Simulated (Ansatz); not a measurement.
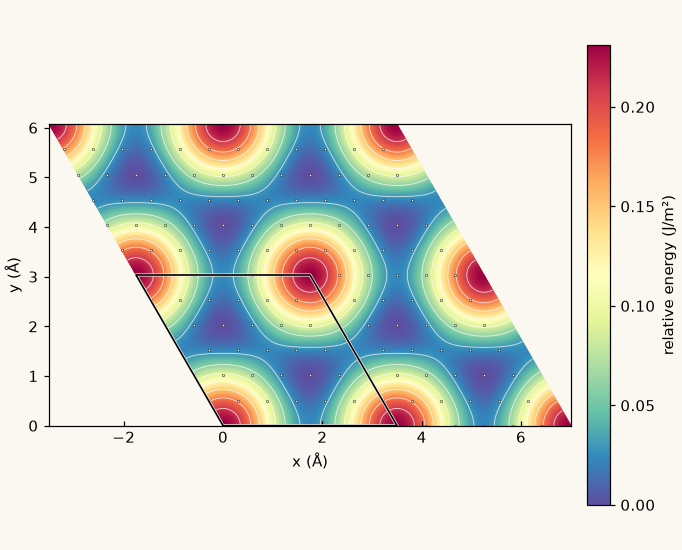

A bilayer of two Te₂Mo sheets (1H type) (6 atoms in the cell). The upper layer of a bilayer is slid over the lower one; relaxed at each slide: nothing; the origin of the map has Te4 above Te3; the distance between the facing planes is held at 3.63 Å. Places are given modulo a cell vector. The map is drawn in real space over the plane of the slide. The grid has 6 × 6 points; 7 points were computed and 29 follow by symmetry. Energies are in J/m², from the lowest grid point. At a held distance the lowest stacking need not be the one that binds best once the distance relaxes. The calculation used Ansatz 0.2.0, DFT PBE+D3(BJ), scalar-relativistic, plane waves, PAW. Settings: cutoff 420 eV, k-mesh 9×9×1, gaussian smearing 0.05 eV, no spin polarisation.

In the figure: a smooth colour map with a few white contour lines, dots at the grid points, the outline of one cell of the 2 × 2 shown. Between grid points the surface is interpolated.

The lowest grid point is at (2/6, 4/6) of the cell vectors; the map holds 2 wells of about this depth. The highest grid point, (0/6, 0/6) of the cell vectors, lies 0.231 J/m² above the lowest. On the interpolated surface the easiest way out of the lowest well to a well of about the same depth near (4/6, 2/6) of the cell vectors passes a barrier of about 0.023 J/m². Facing atoms of the upper layer at the lowest point: Te above Mo of a deeper plane; at the highest: Te above Te, the Mo behind them above Mo.

The scan is repeated with another setting: the distance between the facing planes is held at 3.83 Å; all else is set up alike.

### What does this change do to the map?

The lowest place stays at (2/6, 4/6) of the cell vectors. The span from the lowest to the highest grid point shrinks from 0.231 to 0.133 J/m². The easiest pass out of the lowest well goes from about 0.023 to about 0.014 J/m² on the interpolated surfaces. Further apart, the short-range repulsion between facing atoms, which depends on the stacking, fades. In the new map: facing atoms of the upper layer at the lowest point: Te above Mo of a deeper plane; at the highest: Te above Te, the Mo behind them above Mo.

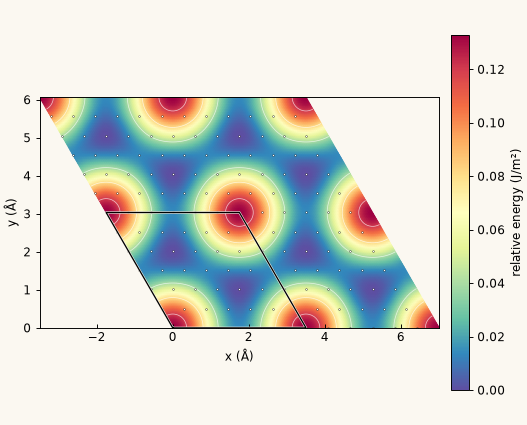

The map after the change, on a colour scale of its own. Drawn: a smooth colour map with a few white contour lines, dots at the grid points, the outline of one cell of the 2 × 2 shown. Between grid points the surface is interpolated.

PAW datasets: the set soft_1.
